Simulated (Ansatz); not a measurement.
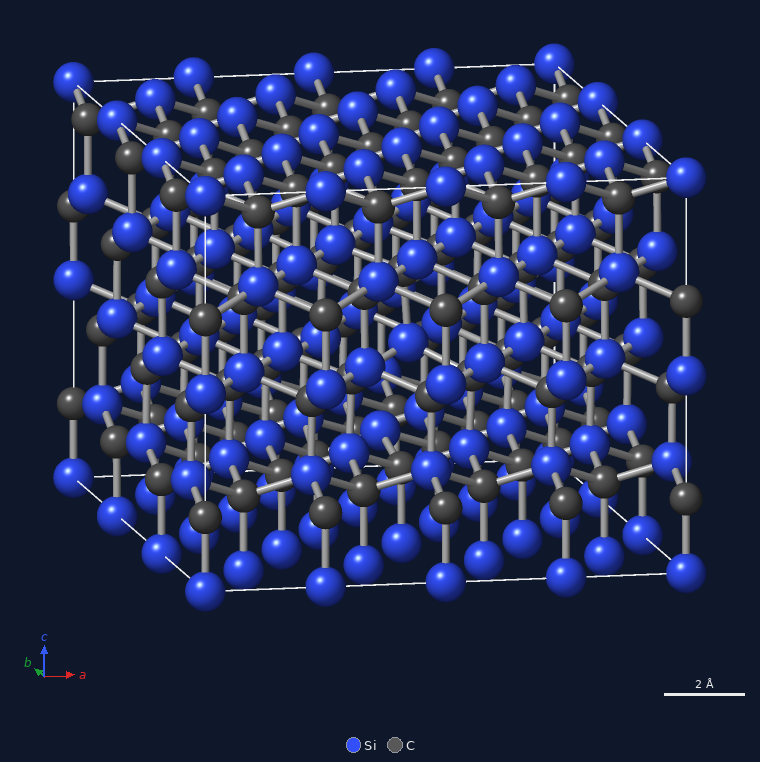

*The structure as given in the input (ball-and-stick view of the cell of the calculation, seen slightly off an axis).*

Si$_{96}$C$_{95}$: single-point calculation (part 1 of 2)

Si$_{96}$C$_{95}$ (defect cell, 191 atoms in the cell), computed with DFT, r2SCAN, PAW, plane waves (Ansatz 0.2.0).

### Input file
```yaml
crystal:
  lattice:
    - [12.312272, 0.000000, 0.000000]
    - [0.000000, 15.994110, 0.000000]
    - [0.000000, 0.000000, 10.075947]
  atoms:
    - { symbol: Si, position: [0.000263, 0.999495, 0.499930] }
    - { symbol: Si, position: [0.251193, 0.000862, 0.499927] }
    - { symbol: Si, position: [0.126388, 0.166854, 0.500104] }
    - { symbol: Si, position: [0.002220, 0.333115, 0.499675] }
    - { symbol: Si, position: [0.500270, 0.000084, 0.500281] }
    - { symbol: Si, position: [0.378607, 0.169885, 0.501208] }
    - { symbol: Si, position: [0.252452, 0.334578, 0.499244] }
    - { symbol: Si, position: [0.124474, 0.500293, 0.497449] }
    - { symbol: Si, position: [0.998872, 0.666540, 0.498846] }
    - { symbol: Si, position: [0.750322, 0.999251, 0.500296] }
    - { symbol: Si, position: [0.626542, 0.165899, 0.501468] }
    - { symbol: Si, position: [0.514832, 0.339232, 0.508334] }
    - { symbol: Si, position: [0.376605, 0.499417, 0.479608] }
    - { symbol: Si, position: [0.248523, 0.667148, 0.497106] }
    - { symbol: Si, position: [0.124734, 0.833645, 0.499001] }
    - { symbol: Si, position: [0.876520, 0.165777, 0.500523] }
    - { symbol: Si, position: [0.754064, 0.331573, 0.501040] }
    - { symbol: Si, position: [0.624817, 0.487068, 0.507855] }
    - { symbol: Si, position: [0.498839, 0.664791, 0.498851] }
    - { symbol: Si, position: [0.374872, 0.832917, 0.498940] }
    - { symbol: Si, position: [0.875579, 0.499479, 0.500316] }
    - { symbol: Si, position: [0.747154, 0.662776, 0.500574] }
    - { symbol: Si, position: [0.624339, 0.832503, 0.499827] }
    - { symbol: Si, position: [0.873911, 0.831947, 0.499748] }
    - { symbol: Si, position: [0.000308, 0.111022, 0.250243] }
    - { symbol: Si, position: [0.250628, 0.111819, 0.250754] }
    - { symbol: Si, position: [0.125512, 0.277915, 0.249660] }
    - { symbol: Si, position: [0.998384, 0.444477, 0.248944] }
    - { symbol: Si, position: [0.500226, 0.111691, 0.250955] }
    - { symbol: Si, position: [0.375717, 0.279673, 0.252660] }
    - { symbol: Si, position: [0.246295, 0.445091, 0.245189] }
    - { symbol: Si, position: [0.123309, 0.611478, 0.247689] }
    - { symbol: Si, position: [0.999008, 0.777881, 0.249275] }
    - { symbol: Si, position: [0.750076, 0.111285, 0.250898] }
    - { symbol: Si, position: [0.624942, 0.278880, 0.251989] }
    - { symbol: Si, position: [0.487061, 0.450162, 0.254441] }
    - { symbol: Si, position: [0.371904, 0.613026, 0.244989] }
    - { symbol: Si, position: [0.248778, 0.778418, 0.248081] }
    - { symbol: Si, position: [0.124823, 0.944831, 0.249723] }
    - { symbol: Si, position: [0.875551, 0.277531, 0.250649] }
    - { symbol: Si, position: [0.747989, 0.443935, 0.251381] }
    - { symbol: Si, position: [0.622440, 0.609787, 0.252185] }
    - { symbol: Si, position: [0.499281, 0.777555, 0.249218] }
    - { symbol: Si, position: [0.374948, 0.944651, 0.249844] }
    - { symbol: Si, position: [0.873379, 0.610831, 0.249862] }
    - { symbol: Si, position: [0.748688, 0.777160, 0.250357] }
    - { symbol: Si, position: [0.624697, 0.944433, 0.250184] }
    - { symbol: Si, position: [0.874538, 0.944258, 0.250094] }
    - { symbol: Si, position: [0.125221, 0.055465, 0.749986] }
    - { symbol: Si, position: [0.000735, 0.222003, 0.750169] }
    - { symbol: Si, position: [0.375352, 0.055883, 0.750375] }
    - { symbol: Si, position: [0.250782, 0.222432, 0.749970] }
    - { symbol: Si, position: [0.125928, 0.388790, 0.748821] }
    - { symbol: Si, position: [0.000404, 0.555396, 0.748839] }
    - { symbol: Si, position: [0.625361, 0.055231, 0.750827] }
    - { symbol: Si, position: [0.501109, 0.221760, 0.753188] }
    - { symbol: Si, position: [0.376806, 0.388536, 0.747744] }
    - { symbol: Si, position: [0.251613, 0.554793, 0.741901] }
    - { symbol: Si, position: [0.124627, 0.721958, 0.748217] }
    - { symbol: Si, position: [0.999627, 0.888497, 0.749564] }
    - { symbol: Si, position: [0.875218, 0.055131, 0.750334] }
    - { symbol: Si, position: [0.750986, 0.221702, 0.751284] }
    - { symbol: Si, position: [0.626832, 0.388044, 0.755181] }
    - { symbol: Si, position: [0.500933, 0.554626, 0.747526] }
    - { symbol: Si, position: [0.374816, 0.721929, 0.748321] }
    - { symbol: Si, position: [0.249916, 0.888895, 0.749342] }
    - { symbol: Si, position: [0.876099, 0.388516, 0.750648] }
    - { symbol: Si, position: [0.750636, 0.555050, 0.752308] }
    - { symbol: Si, position: [0.624411, 0.721654, 0.749531] }
    - { symbol: Si, position: [0.499754, 0.888738, 0.749769] }
    - { symbol: Si, position: [0.874226, 0.721646, 0.749615] }
    - { symbol: Si, position: [0.749625, 0.888441, 0.750022] }
    - { symbol: Si, position: [0.999794, 0.999859, 0.999907] }
    - { symbol: Si, position: [0.249979, 0.000228, 0.000019] }
    - { symbol: Si, position: [0.125296, 0.166666, 0.000011] }
    - { symbol: Si, position: [0.000391, 0.333255, 0.999789] }
    - { symbol: Si, position: [0.499886, 0.000175, 0.000298] }
    - { symbol: Si, position: [0.375171, 0.167204, 0.001652] }
    - { symbol: Si, position: [0.250337, 0.333506, 0.998775] }
    - { symbol: Si, position: [0.124436, 0.500315, 0.996340] }
    - { symbol: Si, position: [0.999005, 0.666658, 0.998806] }
    - { symbol: Si, position: [0.749803, 0.999932, 0.000289] }
    - { symbol: Si, position: [0.625296, 0.166814, 0.001613] }
    - { symbol: Si, position: [0.499877, 0.334744, 0.002926] }
    - { symbol: Si, position: [0.372880, 0.500809, 0.994626] }
    - { symbol: Si, position: [0.248907, 0.666680, 0.995996] }
    - { symbol: Si, position: [0.124344, 0.833435, 0.998953] }
    - { symbol: Si, position: [0.875332, 0.166458, 0.000468] }
    - { symbol: Si, position: [0.750786, 0.332972, 0.001858] }
    - { symbol: Si, position: [0.622995, 0.499445, 0.002481] }
    - { symbol: Si, position: [0.499296, 0.666449, 0.998414] }
    - { symbol: Si, position: [0.374543, 0.833363, 0.999129] }
    - { symbol: Si, position: [0.874434, 0.499826, 0.000387] }
    - { symbol: Si, position: [0.748757, 0.666348, 0.000945] }
    - { symbol: Si, position: [0.624395, 0.833208, 0.999719] }
    - { symbol: Si, position: [0.874165, 0.833102, 0.999790] }
    - { symbol: C, position: [0.999629, 0.999976, 0.187412] }
    - { symbol: C, position: [0.250033, 0.000501, 0.187660] }
    - { symbol: C, position: [0.125267, 0.166707, 0.187545] }
    - { symbol: C, position: [0.000143, 0.333254, 0.187224] }
    - { symbol: C, position: [0.499902, 0.000444, 0.187805] }
    - { symbol: C, position: [0.375253, 0.167945, 0.189421] }
    - { symbol: C, position: [0.250049, 0.333579, 0.186193] }
    - { symbol: C, position: [0.122154, 0.500691, 0.183966] }
    - { symbol: C, position: [0.998151, 0.666810, 0.186342] }
    - { symbol: C, position: [0.749660, 0.000146, 0.187748] }
    - { symbol: C, position: [0.625005, 0.167504, 0.188779] }
    - { symbol: C, position: [0.499090, 0.336458, 0.192865] }
    - { symbol: C, position: [0.367775, 0.503014, 0.178685] }
    - { symbol: C, position: [0.247307, 0.667784, 0.183650] }
    - { symbol: C, position: [0.123875, 0.833848, 0.186446] }
    - { symbol: C, position: [0.875231, 0.166540, 0.187911] }
    - { symbol: C, position: [0.750250, 0.333160, 0.188730] }
    - { symbol: C, position: [0.620521, 0.499161, 0.192299] }
    - { symbol: C, position: [0.498961, 0.666608, 0.185865] }
    - { symbol: C, position: [0.374467, 0.833526, 0.186628] }
    - { symbol: C, position: [0.872835, 0.499759, 0.187535] }
    - { symbol: C, position: [0.747723, 0.666065, 0.188719] }
    - { symbol: C, position: [0.624281, 0.833309, 0.187231] }
    - { symbol: C, position: [0.873736, 0.833118, 0.187393] }
    - { symbol: C, position: [0.000160, 0.999672, 0.687379] }
    - { symbol: C, position: [0.250437, 0.000211, 0.687365] }
    - { symbol: C, position: [0.125772, 0.166647, 0.687522] }
    - { symbol: C, position: [0.001005, 0.333086, 0.687156] }
    - { symbol: C, position: [0.500161, 0.999981, 0.687772] }
    - { symbol: C, position: [0.376262, 0.167241, 0.688449] }
    - { symbol: C, position: [0.251111, 0.333560, 0.686572] }
    - { symbol: C, position: [0.125338, 0.499620, 0.684432] }
    - { symbol: C, position: [0.999519, 0.666425, 0.686231] }
    - { symbol: C, position: [0.750123, 0.999543, 0.687769] }
    - { symbol: C, position: [0.625801, 0.166296, 0.689023] }
    - { symbol: C, position: [0.502706, 0.332245, 0.693341] }
    - { symbol: C, position: [0.379502, 0.497924, 0.675066] }
    - { symbol: C, position: [0.249993, 0.666650, 0.684107] }
    - { symbol: C, position: [0.124875, 0.833265, 0.686462] }
    - { symbol: C, position: [0.875788, 0.166212, 0.687949] }
    - { symbol: C, position: [0.751282, 0.332743, 0.688842] }
    - { symbol: C, position: [0.627073, 0.498665, 0.692905] }
    - { symbol: C, position: [0.499552, 0.665947, 0.686184] }
    - { symbol: C, position: [0.374819, 0.833162, 0.686478] }
    - { symbol: C, position: [0.875455, 0.499587, 0.687849] }
    - { symbol: C, position: [0.749266, 0.665546, 0.687781] }
    - { symbol: C, position: [0.624566, 0.832873, 0.687257] }
    - { symbol: C, position: [0.874478, 0.832724, 0.687169] }
    - { symbol: C, position: [0.001393, 0.110596, 0.438275] }
    - { symbol: C, position: [0.252725, 0.112996, 0.438823] }
    - { symbol: C, position: [0.127656, 0.277859, 0.437760] }
    - { symbol: C, position: [0.000221, 0.444104, 0.436953] }
    - { symbol: C, position: [0.501171, 0.111549, 0.438938] }
    - { symbol: C, position: [0.382245, 0.284154, 0.440546] }
    - { symbol: C, position: [0.247864, 0.444540, 0.432959] }
    - { symbol: C, position: [0.123735, 0.611308, 0.435782] }
    - { symbol: C, position: [0.999524, 0.777676, 0.437319] }
    - { symbol: C, position: [0.751303, 0.110303, 0.438929] }
    - { symbol: C, position: [0.629811, 0.276173, 0.439173] }
    - { symbol: C, position: [0.372978, 0.612684, 0.432768] }
    - { symbol: C, position: [0.249324, 0.778222, 0.436072] }
    - { symbol: C, position: [0.125738, 0.945008, 0.437773] }
    - { symbol: C, position: [0.878202, 0.276519, 0.438553] }
    - { symbol: C, position: [0.753258, 0.442051, 0.438553] }
    - { symbol: C, position: [0.620434, 0.603278, 0.440106] }
    - { symbol: C, position: [0.499883, 0.776525, 0.437349] }
    - { symbol: C, position: [0.375503, 0.944375, 0.437857] }
    - { symbol: C, position: [0.873897, 0.610270, 0.437873] }
    - { symbol: C, position: [0.748184, 0.775230, 0.438458] }
    - { symbol: C, position: [0.625035, 0.943960, 0.438263] }
    - { symbol: C, position: [0.874916, 0.943402, 0.438165] }
    - { symbol: C, position: [0.124887, 0.055526, 0.938056] }
    - { symbol: C, position: [0.000262, 0.222114, 0.938193] }
    - { symbol: C, position: [0.375037, 0.056069, 0.938686] }
    - { symbol: C, position: [0.250313, 0.222319, 0.937966] }
    - { symbol: C, position: [0.125126, 0.388876, 0.936809] }
    - { symbol: C, position: [0.999040, 0.555611, 0.936611] }
    - { symbol: C, position: [0.624942, 0.055708, 0.938805] }
    - { symbol: C, position: [0.500334, 0.222776, 0.941572] }
    - { symbol: C, position: [0.375180, 0.389375, 0.936298] }
    - { symbol: C, position: [0.249130, 0.555789, 0.930461] }
    - { symbol: C, position: [0.123863, 0.722421, 0.936089] }
    - { symbol: C, position: [0.999224, 0.888758, 0.937618] }
    - { symbol: C, position: [0.874886, 0.055401, 0.938301] }
    - { symbol: C, position: [0.750381, 0.222060, 0.939178] }
    - { symbol: C, position: [0.625821, 0.388513, 0.942053] }
    - { symbol: C, position: [0.499136, 0.555246, 0.936053] }
    - { symbol: C, position: [0.374399, 0.722302, 0.936369] }
    - { symbol: C, position: [0.249594, 0.889078, 0.937521] }
    - { symbol: C, position: [0.875271, 0.388712, 0.938588] }
    - { symbol: C, position: [0.749002, 0.555115, 0.940680] }
    - { symbol: C, position: [0.624306, 0.722053, 0.937514] }
    - { symbol: C, position: [0.499571, 0.889024, 0.937831] }
    - { symbol: C, position: [0.873709, 0.721921, 0.937840] }
    - { symbol: C, position: [0.749394, 0.888807, 0.938015] }
  symmetry: { detect: false }
kpoints:
  mp_grid: { grid: [1, 1, 1], shift: [0.25, 0.25, 0.25] }
hamiltonian:
  xc: r2scan
scf:
  occupations: { method: fermi_dirac, width: 0.01 }
output:
  forces: true
  eigenvalues: true
  populations: true
  eigenstates: { kpoints: [[0.25, 0.25, 0.25]], e_range: [-6.0, 6.0], localisation: true }
```

Launch command:
```bash
ansatz run in.yaml --threads 32 --pin off --max-ram 171000MiB --runs-dir r --events-out ev --progress --plain --backend cuda --devices 0,
```

### What the program printed
```
Pseudopotentials: kind: paw
Functional definition: r2SCAN
  parameter k0 = 0.174
  parameter k1 = 0.065
  parameter a1 = 4.9479
  exchange = r2scan_x(k0 = k0, k1 = k1, a1 = a1)
  correlation = r2scan_c
Crystal: 191 atoms, lattice volume = 1984.194 Å³
Basis set: ecut = 500 eV, 50351 PW (Γ), exchange–correlation on 360×480×300 points (64 copies of the dense FFT grid, shifted against one another)
Bands: 573, of which v1, the nominal top of the filled ones, is band 382 counted from 1 (381 counted from 0)
Symmetry: 1 space group operations
k-points: 1
Non-local potential: Si, projectors of the file, l = 0: 2, l = 1: 2, l = 2: 2
Non-local potential: C, projectors of the file, l = 0: 2, l = 1: 2, l = 2: 1
PAW form: soft (Blöchl's): semilocal exchange-correlation on the pseudo side does not see the compensation charge
PAW frozen core: Si, regenerated for the run's functional (the file was generated under x = pbe(κ = 0.804, μ = 0.2195149727645171), c = pbe(β = 0.06672455060314922))
PAW frozen core: C, regenerated for the run's functional (the file was generated under x = pbe(κ = 0.804, μ = 0.2195149727645171), c = pbe(β = 0.06672455060314922))
PAW one-centre angular grid: Si, 302 points (default); XC on 160 Gauss nodes
PAW one-centre angular grid: C, 302 points (default); XC on 239 of its mesh's 2573 points in the sphere
Initial density: superposition of atomic densities (neutral atoms: chi_scale 0, normalization atom), corrected by the library's trained network
Initial wavefunctions: pseudopotential atomic-orbital guess
Functional: x = r2scan, c = r2scan; τ floored in thin density (d = 2e-4 eV/Å³)
SCF iter   1: F=—  HF=-85307.262177 eV  |F-HF|=—  |Δ(HF+E_count)|=         —  Δρ=6.49e-3  dr2=7.82e-1  dr2_τ=1.84e1  ethr=1.77e-3  ⟨swp⟩=6.0  Hψ=2648  notcnv=0  defer=98
preconditioner: auto → Resta (q_TF=auto, 2.327 Å⁻¹)  ε∞=4.3  [insulator: Δε(μ)=1.538 eV  Ē_g=12.691 eV  σ=0.010 eV  W_gap=1.00  n_scr=432 (ndim 8)  ℏωp=23.0 eV  f_vac=0.000  D(μ)=0.00/eV (n_scr^D=0)  ε∞_Penn≈4.3]
SCF iter   2: F=—  HF=-85311.432851 eV  |F-HF|=—  |Δ(HF+E_count)|=    4.17e0  Δρ=4.84e-3  dr2=3.48e-1  dr2_τ=4.47e-3  ethr=1.02e-4  ⟨swp⟩=3.0  Hψ=1059  notcnv=0  defer=182
SCF iter   3: F=—  HF=-85311.384386 eV  |F-HF|=—  |Δ(HF+E_count)|=   4.85e-2  Δρ=1.17e-3  dr2=2.85e-2  dr2_τ=3.52e-3  ethr=4.55e-5  ⟨swp⟩=3.0  Hψ=761  notcnv=0  defer=182
SCF iter   4: F=—  HF=-85311.381917 eV  |F-HF|=—  |Δ(HF+E_count)|=   2.47e-3  Δρ=2.91e-4  dr2=1.16e-3  dr2_τ=1.24e-4  ethr=3.73e-6  ⟨swp⟩=2.0  Hψ=782  notcnv=0  defer=182
SCF iter   5: F=—  HF=-85311.387701 eV  |F-HF|=—  |Δ(HF+E_count)|=   5.78e-3  Δρ=7.25e-5  dr2=9.23e-5  dr2_τ=5.48e-6  ethr=1.52e-7  ⟨swp⟩=2.0  Hψ=678  notcnv=0  defer=182
SCF iter   6: F=—  HF=-85311.385598 eV  |F-HF|=—  |Δ(HF+E_count)|=   2.10e-3  Δρ=2.42e-5  dr2=1.15e-5  dr2_τ=9.22e-7  ethr=1.21e-8  ⟨swp⟩=2.0  Hψ=942  notcnv=0  defer=182
SCF iter   7: F=—  HF=-85311.385600 eV  |F-HF|=—  |Δ(HF+E_count)|=   2.20e-6  Δρ=4.75e-6  dr2=3.93e-7  dr2_τ=2.39e-8  ethr=1.51e-9  ⟨swp⟩=2.0  Hψ=766  notcnv=0  defer=182
SCF iter   8: F=-85311.385600 eV  HF=-85311.385600 eV  |F-HF|=4.50e-9  |Δ(HF+E_count)|=   2.24e-7  Δρ=1.17e-6  dr2=2.30e-8  dr2_τ=1.83e-9  ethr=1.31e-11  ⟨swp⟩=14.0  Hψ=3331  notcnv=0
SCF 1 converged in 8 iterations: F = -85311.385600 eV  dr2 = 2.30e-8
  greatest PAW one-centre occupation: 0.664 electrons in one spin orbital (limit 2), on the C atom at site 108 (counted from 0), in its partial waves of l = 0
NSCF: frozen V_eff on 1 k-points
SCF converged after 8 iterations
Free energy (F): -85311.385600 eV
Harris-Foulkes:  -85311.385600 eV  (|F-HF|=4.50e-9)
Internal energy: -85311.385600 eV  (E = F + TS)
E sigma→0 (E₀):  -85311.385600 eV
Fermi energy:    11.189759 eV
--- Per-component energies (eV) ---
  E_band       = 2422.124229
  E_kinetic    = 12955.074476
  E_local      = -10015.921420  (includes V_loc(G=0)·N_el)
  E_nonlocal   = 4807.376404
  E_hartree    = 3165.155942
  E_xc         = -9677.490974
  E_vxc        = -11316.943839  (∫ρ·V_xc dr)
  E_paw        = -59445.376063  (= ΣΔE_a)
  E_vpaw       = -868.974471  (= ΣTr[D̂ρ^β])
  E_aug_tail   = 0.000781  (compensation charges beyond the density's cutoff)
  E_vtau       = 531.205753  (kinetic-family band-sum trace: ∫τ·v_τ [+ j·A + Jᵃ·Aᵃ] dr)
  E_ewald      = -27090.513676
  E_core_change = -9.691071  (= ΣΔE_core)
  E_smearing   = -0.000000  (= −TS)
  E_closure    = 0.000000  (closes the sum)
  Σ components = -85311.385600   (vs F -85311.385600, Δ=0.00e0)
```
